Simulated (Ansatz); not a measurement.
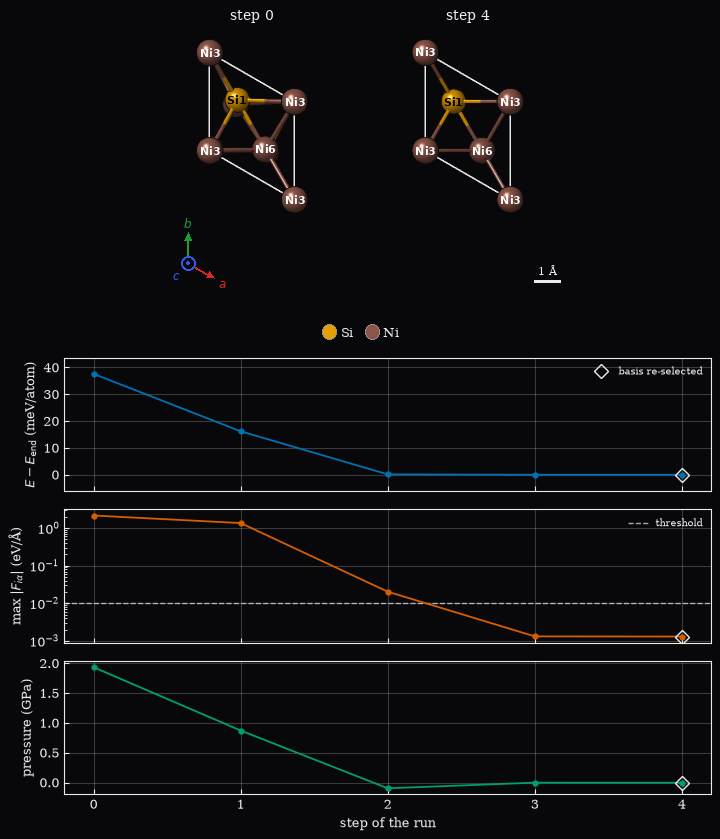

First and last geometry of a relaxation of solid SiNi2 (set up in P1), with the history of the run. A ball-and-stick model of the cell of the calculation, seen along the c axis.

Case: all atoms moved at random, sigma 0.05 Å for each component; relaxed back.

Level of theory: Ansatz, DFT PBEsol, scalar-relativistic, plane waves, PAW. Settings: plane-wave cutoff 420 eV; k-point mesh 12 × 12 × 8; occupations gaussian; smearing width 0.15 eV; no spin polarisation; cell and atoms relaxed; force threshold 0.01 eV/Å; at most 80 steps.

What do the curves and the structures tell?

It converged. Over 3 accepted moves (4 points after the start) the energy falls by 37.6 meV per atom. Largest force component: 2.2 eV/Å at the start, 0.0013 eV/Å at the end. The pressure goes from 1.93 to 0.00 GPa. The SCF was repeated once at an unchanged geometry on a basis and grid sized afresh for the cell, which shifted the energy by less than 0.05 meV per atom at most. The atom that moves furthest is a Ni atom (0.14 Å roughly along [1 2 0]). Largest moves by element: Ni 0.14 Å, Si 0.07 Å. The cell stays as it was. Some distances before and after: Ni–Ni 2.352 → 2.549 Å, Ni–Si 2.377 → 2.233 Å, Ni–Si 2.120 → 2.233 Å, Ni–Ni 2.444 → 2.549 Å. The space group (tolerance 0.01 Å) goes from P1 (No. 1) to P6_3/mmc (No. 194). Cost: 3.6 min on 2 threads of Intel(R) Xeon(R) 6975P-C (Granite Rapids) (shared host), peak memory 1.5 GiB.

| step | E − E(0), meV/atom | largest force component, eV/Å | pressure, GPa | volume, Å³/atom | note |
| --- | --- | --- | --- | --- | --- |
| 0 | 0.00 | 2.1625 | 1.93 | 10.621 |  |
| 1 | -21.40 | 1.3623 | 0.87 | 10.622 |  |
| 2 | -37.46 | 0.0203 | -0.10 | 10.626 |  |
| 3 | -37.61 | 0.0013 | 0.00 | 10.622 |  |
| 4 | -37.61 | 0.0013 | 0.00 | 10.622 | same geometry, new basis |

Limits of the set-up: an element that often carries a moment was run without spin polarisation.
